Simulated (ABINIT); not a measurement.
Phonon calculation of Bi (part 2 of 2)

The same run, continued: Bi (C2/m, 2 atoms in the cell); Kohn-Sham DFT of a periodic cell, PBEsol, PseudoDojo NC SR PBEsol v0.4.1 standard, no spin polarisation (ABINIT 10.8.3); cutoff 789.13 eV, 8×8×12 k-mesh, cold smearing of 0.1 eV. The structure derives from a Materials Project entry.

Geometry of the input (Å; fractional positions):
```
3.4886  -3.1326  0.0000
3.4886  3.1326  0.0000
-1.2602  0.0000  3.1136
Bi 0.7531  0.7531  0.8574
Bi 0.2469  0.2469  0.1426
```

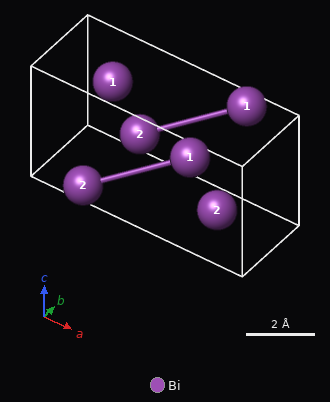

Fig. 1: The structure as given in the input (ball-and-stick view of the cell 2 times as large as that of the calculation, set on its symmetry axes, seen slightly off an axis; atoms are numbered from 1 in the order of the input). An atom can appear more than once, as a periodic image.

Output, continued:
```
--- !EnergyTerms
iteration_state     : {dtset: 1, }
comment             : Components of total free energy in Hartree
kinetic             :  7.81288974643907E+01
hartree             :  3.34527765654812E+01
xc                  : -4.29132823856478E+01
Ewald energy        : -1.04978722308119E+02
psp_core            :  5.60507148213086E+00
local_psp           : -1.02694698732041E+02
non_local_psp       : -3.04526410415177E+01
internal            : -1.63852598955323E+02
'-kT*entropy'       :  1.41869267547463E-06
total_energy        : -1.63852597536630E+02
total_energy_eV     : -4.45865631897653E+03
band_energy         : -1.30679683366245E+01
...

 Cartesian components of stress tensor (hartree/bohr^3)
  sigma(1 1)=  9.55571417E-05  sigma(3 2)=  0.00000000E+00
  sigma(2 2)=  1.25325407E-04  sigma(3 1)=  6.77143374E-06
  sigma(3 3)=  1.02699827E-04  sigma(2 1)=  0.00000000E+00

-Cartesian components of stress tensor (GPa)         [Pressure= -3.1734E+00 GPa]
- sigma(1 1)=  2.81138817E+00  sigma(3 2)=  0.00000000E+00
- sigma(2 2)=  3.68720078E+00  sigma(3 1)=  1.99222459E-01
- sigma(3 3)=  3.02153324E+00  sigma(2 1)=  0.00000000E+00

================================================================================
== DATASET  2 ==================================================================

--- !DatasetInfo
iteration_state: {dtset: 2, }
dimensions: {natom: 2, nkpt: 388, mband: 23, nsppol: 1, nspinor: 1, nspden: 1, mpw: 3448, }
cutoff_energies: {ecut:  29.0, pawecutdg:  -1.0, }
electrons: {nelect:   3.00000000E+01, charge:   0.00000000E+00, occopt:   4.00000000E+00, tsmear:   3.67493222E-03, }
meta: {optdriver: 1, rfphon: 1, }
...

 mkfilename : getwfk/=0, take file _WFK from output of DATASET   1.

 Real(R)+Recip(G) space primitive vectors, cartesian coordinates (Bohr,Bohr^-1):
 R(1)=  6.5924948 -5.9197145  0.0000000  G(1)=  0.0758438 -0.0844635  0.0306984
 R(2)=  6.5924948  5.9197145  0.0000000  G(2)=  0.0758438  0.0844635  0.0306984
 R(3)= -2.3814990  0.0000000  5.8837568  G(3)=  0.0000000  0.0000000  0.1699594
 Unit cell volume ucvol=  4.5923530E+02 bohr^3
 Angles (23,13,12)=  1.06210145E+02  1.06210145E+02  8.38443507E+01 degrees
 setup1 : take into account q-point for computing boxcut.

 getcut: wavevector=  0.0000  0.0000  0.0000  ngfft=  45  45  32
         ecut(hartree)=     29.000   => boxcut(ratio)=   2.04935
--------------------------------------------------------------------------------

 ==>  initialize data related to q vector <==

 The list of irreducible perturbations for this q vector is:
    1)    idir= 1    ipert=   1
    2)    idir= 3    ipert=   1

================================================================================

 The perturbation idir=   2  ipert=   1 is
 symmetric of a previously calculated perturbation.
 So, its SCF calculation is not needed.

 The perturbation idir=   1  ipert=   2 is
 symmetric of a previously calculated perturbation.
 So, its SCF calculation is not needed.

 The perturbation idir=   2  ipert=   2 is
 symmetric of a previously calculated perturbation.
 So, its SCF calculation is not needed.

 The perturbation idir=   3  ipert=   2 is
 symmetric of a previously calculated perturbation.
 So, its SCF calculation is not needed.

--------------------------------------------------------------------------------
 Perturbation wavevector (in red.coord.)   0.000000  0.000000  0.000000
 Perturbation : displacement of atom   1   along direction   1
 The set of symmetries contains only one element for this perturbation.
 symkpt : not enough symmetry to change the number of k points.

--------------------------------------------------------------------------------

--------------------------------------------------------------------------------

 dfpt_looppert : total number of electrons, from k and k+q
  fully or partially occupied states are    3.000000E+01 and    3.000000E+01.
 Initialisation of the first-order wave-functions :
  ireadwf=   0

--- !BeginCycle
iteration_state: {dtset: 2, }
solver: {iscf: 7, nstep: 80, nline: 4, wfoptalg: 0, }
tolerances: {tolvrs: 1.00E-08, }
...

     iter   2DEtotal(Ha)        deltaE(Ha) residm    vres2
-ETOT  1   4.8306172748936     -1.902E+04 1.282E+01 2.486E+02
 ETOT  2   1.3033217128769     -3.527E+00 1.732E-01 2.799E+02
 ETOT  3   1.2088041049657     -9.452E-02 1.817E-02 2.488E+01
 ETOT  4   1.2039202518328     -4.884E-03 3.316E-03 3.015E+00
 ETOT  5   1.2029708446399     -9.494E-04 5.439E-04 1.176E-02
 ETOT  6   1.2029682744261     -2.570E-06 1.824E-04 2.010E-03
 ETOT  7   1.2029675152199     -7.592E-07 3.641E-05 2.572E-05
 ETOT  8   1.2029675033929     -1.183E-08 1.042E-05 4.425E-07
 ETOT  9   1.2029675033056     -8.731E-11 2.559E-06 3.814E-08
 ETOT 10   1.2029675033310      2.547E-11 6.561E-07 1.183E-09

 At SCF step   10       vres2   =  1.18E-09 < tolvrs=  1.00E-08 =>converged.
================================================================================

 ----iterations are completed or convergence reached----

 Mean square residual over all n,k,spin=   83.653E-12; max=  65.613E-08

 2DEtotal=    0.1202967503E+01 Ha. Also 2DEtotal=    0.327344133745E+02 eV
    (2DErelax=   -1.9024130006E+04 Ha. 2DEnonrelax=    1.9025332974E+04 Ha)
    (  non-var. 2DEtotal :    1.2029690091E+00 Ha)

--------------------------------------------------------------------------------
 Perturbation wavevector (in red.coord.)   0.000000  0.000000  0.000000
 Perturbation : displacement of atom   1   along direction   3
 Found     2 symmetries that leave the perturbation invariant.
 symkpt : the number of k-points, thanks to the symmetries,
 is reduced to   222 .

--------------------------------------------------------------------------------

--------------------------------------------------------------------------------

 dfpt_looppert : total number of electrons, from k and k+q
  fully or partially occupied states are    3.000000E+01 and    3.000000E+01.
 Initialisation of the first-order wave-functions :
  ireadwf=   0

--- !BeginCycle
iteration_state: {dtset: 2, }
solver: {iscf: 7, nstep: 80, nline: 4, wfoptalg: 0, }
tolerances: {tolvrs: 1.00E-08, }
...

     iter   2DEtotal(Ha)        deltaE(Ha) residm    vres2
-ETOT  1   2.1120879409860     -9.639E+03 7.201E+00 5.414E+01
 ETOT  2  0.30681395797876     -1.805E+00 3.597E-02 3.072E+01
 ETOT  3  0.28895441238967     -1.786E-02 3.174E-03 1.464E+00
 ETOT  4  0.28871700169987     -2.374E-04 5.271E-04 3.332E-01
 ETOT  5  0.28855315722979     -1.638E-04 1.967E-04 3.478E-04
 ETOT  6  0.28855299279132     -1.644E-07 4.041E-05 1.416E-05
 ETOT  7  0.28855298907149     -3.720E-09 1.793E-05 1.033E-06
 ETOT  8  0.28855298872952     -3.420E-10 3.321E-06 5.304E-08
 ETOT  9  0.28855298873498      5.457E-12 1.692E-06 3.007E-09

 At SCF step    9       vres2   =  3.01E-09 < tolvrs=  1.00E-08 =>converged.
================================================================================

 ----iterations are completed or convergence reached----

 Mean square residual over all n,k,spin=   38.484E-11; max=  16.925E-07

 2DEtotal=    0.2885529887E+00 Ha. Also 2DEtotal=    0.785192682890E+01 eV
    (2DErelax=   -9.6409133232E+03 Ha. 2DEnonrelax=    9.6412018762E+03 Ha)
    (  non-var. 2DEtotal :    2.8855385798E-01 Ha)

================================================================================

 ---- first-order wavefunction calculations are completed ----

 ==> Compute Derivative Database <==

  Dynamical matrix, in cartesian coordinates,
   if specified in the inputs, asr has been imposed
     j1       j2             matrix element
  dir pert dir pert     real part    imaginary part

   1    1   1    1         0.0132359438         0.0000000000
   1    1   3    1         0.0026059693        -0.0000000000
   1    1   1    2        -0.0132359438        -0.0000000000
   1    1   3    2        -0.0026059693         0.0000000000

   2    1   2    1         0.0179190536         0.0000000000
   2    1   2    2        -0.0179190536        -0.0000000000

   3    1   1    1         0.0026059693        -0.0000000000
   3    1   3    1         0.0082778437         0.0000000000
   3    1   1    2        -0.0026059693         0.0000000000
   3    1   3    2        -0.0082778437        -0.0000000000

   1    2   1    1        -0.0132359438         0.0000000000
   1    2   3    1        -0.0026059693        -0.0000000000
   1    2   1    2         0.0132359438        -0.0000000000
   1    2   3    2         0.0026059693         0.0000000000

   2    2   2    1        -0.0179190536         0.0000000000
   2    2   2    2         0.0179190536        -0.0000000000

   3    2   1    1        -0.0026059693        -0.0000000000
   3    2   3    1        -0.0082778437         0.0000000000
   3    2   1    2         0.0026059693         0.0000000000
   3    2   3    2         0.0082778437        -0.0000000000

  Phonon wavevector (reduced coordinates) :  0.00000  0.00000  0.00000
 Phonon energies in Hartree :
   0.000000E+00  0.000000E+00  0.000000E+00  1.938842E-04  2.745134E-04
   3.067183E-04
 Phonon frequencies in cm-1    :
   0.000000E+00  0.000000E+00  0.000000E+00  4.255266E+01  6.024874E+01
   6.731689E+01

== END DATASET(S) ==============================================================
================================================================================

 -outvars: echo values of variables after computation  --------
            acell      1.8897261259E+00  1.8897261259E+00  1.8897261259E+00 Bohr
           etotal1    -1.6385259754E+02
           etotal2     2.8855298873E-01
            fcart1     6.1089322637E-04  9.2329035480E-20  3.4179439986E-04
                      -6.1089322637E-04 -9.2329035480E-20 -3.4179439986E-04
            fcart2     0.0000000000E+00  0.0000000000E+00  0.0000000000E+00
                       0.0000000000E+00  0.0000000000E+00  0.0000000000E+00
            rprim      3.4885980000E+00 -3.1325780000E+00  0.0000000000E+00
                       3.4885980000E+00  3.1325780000E+00  0.0000000000E+00
                      -1.2602350000E+00  0.0000000000E+00  3.1135500000E+00
           strten1     9.5557141749E-05  1.2532540723E-04  1.0269982736E-04
                       0.0000000000E+00  6.7714337356E-06  0.0000000000E+00
           strten2     0.0000000000E+00  0.0000000000E+00  0.0000000000E+00
                       0.0000000000E+00  0.0000000000E+00  0.0000000000E+00
           xangst      4.1737513922E+00 -1.1836641879E-16  2.6695017261E+00
                       1.5432096078E+00  5.7257540591E-17  4.4404827390E-01
             xred      7.5306100000E-01  7.5306100000E-01  8.5738200000E-01
                       2.4693900000E-01  2.4693900000E-01  1.4261800000E-01
 Calculation completed.
```

File anaddb.abo:
```
.Version 10.8.3 of ANADDB
================================================================================

 -outvars_anaddb: echo values of input variables ----------------------

 Miscellaneous information :
       eivec         1
         asr         2
      chneut         0
 First list of wavevector (reduced coord.) :
       nph1l         1
       qph1l
                     0.00000000E+00  0.00000000E+00  0.00000000E+00    1.000E+00

================================================================================

 read the DDB information and perform some checks

  ==== Info on the Cryst% object ====
 Real(R)+Recip(G) space primitive vectors, cartesian coordinates (Bohr,Bohr^-1):
 R(1)=  6.5924948 -5.9197145  0.0000000  G(1)=  0.0758438 -0.0844635  0.0306984
 R(2)=  6.5924948  5.9197145  0.0000000  G(2)=  0.0758438  0.0844635  0.0306984
 R(3)= -2.3814990  0.0000000  5.8837568  G(3)=  0.0000000  0.0000000  0.1699594
 Unit cell volume ucvol=  4.5923530E+02 bohr^3
 Angles (23,13,12)=  1.06210145E+02  1.06210145E+02  8.38443507E+01 degrees
 Time-reversal symmetry is present
 Reduced atomic positions [iatom, xred, symbol]:
    1)    0.7530610  0.7530610  0.8573820  Bi
    2)    0.2469390  0.2469390  0.1426180  Bi

 DDB file with 3 blocks has been read.

================================================================================

 Treat the first list of vectors

  Phonon wavevector (reduced coordinates) :  0.00000  0.00000  0.00000
 Phonon energies in Hartree :
   0.000000E+00  0.000000E+00  0.000000E+00  1.938842E-04  2.745134E-04
   3.067183E-04
 Phonon frequencies in cm-1    :
   0.000000E+00  0.000000E+00  0.000000E+00  4.255266E+01  6.024874E+01
   6.731689E+01

 Eigendisplacements
 (will be given, for each mode : in cartesian coordinates
   for each atom the real part of the displacement vector,
   then the imaginary part of the displacement vector - absolute values smaller than 1.0d-7 are set to zero)
  Mode number    1   Energy    0.000000E+00
 Attention : low frequency mode.
   (Could be unstable or acoustic mode)
   1  0.00000000E+00  0.00000000E+00 -1.14565065E-03
      0.00000000E+00  0.00000000E+00  0.00000000E+00
   2  0.00000000E+00  0.00000000E+00 -1.14565065E-03
      0.00000000E+00  0.00000000E+00  0.00000000E+00
  Mode number    2   Energy    0.000000E+00
 Attention : low frequency mode.
   (Could be unstable or acoustic mode)
   1  0.00000000E+00  1.14565065E-03  0.00000000E+00
      0.00000000E+00  0.00000000E+00  0.00000000E+00
   2  0.00000000E+00  1.14565065E-03  0.00000000E+00
      0.00000000E+00  0.00000000E+00  0.00000000E+00
  Mode number    3   Energy    0.000000E+00
 Attention : low frequency mode.
   (Could be unstable or acoustic mode)
   1  1.14565065E-03  0.00000000E+00  0.00000000E+00
      0.00000000E+00  0.00000000E+00  0.00000000E+00
   2  1.14565065E-03  0.00000000E+00  0.00000000E+00
      0.00000000E+00  0.00000000E+00  0.00000000E+00
  Mode number    4   Energy    1.938842E-04
   1  4.51593381E-04  0.00000000E+00 -1.05289070E-03
      0.00000000E+00  0.00000000E+00  0.00000000E+00
   2 -4.51593381E-04  0.00000000E+00  1.05289070E-03
      0.00000000E+00  0.00000000E+00  0.00000000E+00
  Mode number    5   Energy    2.745134E-04
   1  1.05289070E-03  0.00000000E+00  4.51593381E-04
      0.00000000E+00  0.00000000E+00  0.00000000E+00
   2 -1.05289070E-03  0.00000000E+00 -4.51593381E-04
      0.00000000E+00  0.00000000E+00  0.00000000E+00
  Mode number    6   Energy    3.067183E-04
   1  0.00000000E+00  1.14565065E-03  0.00000000E+00
      0.00000000E+00  0.00000000E+00  0.00000000E+00
   2  0.00000000E+00 -1.14565065E-03  0.00000000E+00
      0.00000000E+00  0.00000000E+00  0.00000000E+00

 Analysis of degeneracies and characters (maximum tolerance=1.00E-06 a.u.)
 For each vibration mode, or group of modes if degenerate,
 the characters are given for each symmetry operation (see the list in the log file).
 Symmetry characters of vibration mode #   1
       degenerate with vibration modes #   2 to    3
  3.0 -3.0 -1.0  1.0
 Symmetry characters of vibration mode #   4
  1.0  1.0  1.0  1.0
 Symmetry characters of vibration mode #   5
  1.0  1.0  1.0  1.0
 Symmetry characters of vibration mode #   6
  1.0  1.0 -1.0 -1.0

================================================================================

 anaddb : the run completed successfully.
```

Summary:

```csv
quantity,value
outcome,converged
space group (tolerance 0.01 Å),C2/m (12)
electrons treated,30
free energy,−4458.6563 eV
Fermi energy,5.130 eV
gap on the k-point mesh,none (metallic)
pressure,−3.17 GPa
largest force (length of the vector),0.036 eV/Å
hardware,"4 threads of Intel Xeon (Granite Rapids), 16 GiB of memory available, shared host"
wall time,5.4 min (CPU time 22 min)
peak memory,1.7 GiB
```

Remarks:

Points of doubt noted for this run: atoms not at rest. Spin–orbit coupling is left out, which matters for Bi.
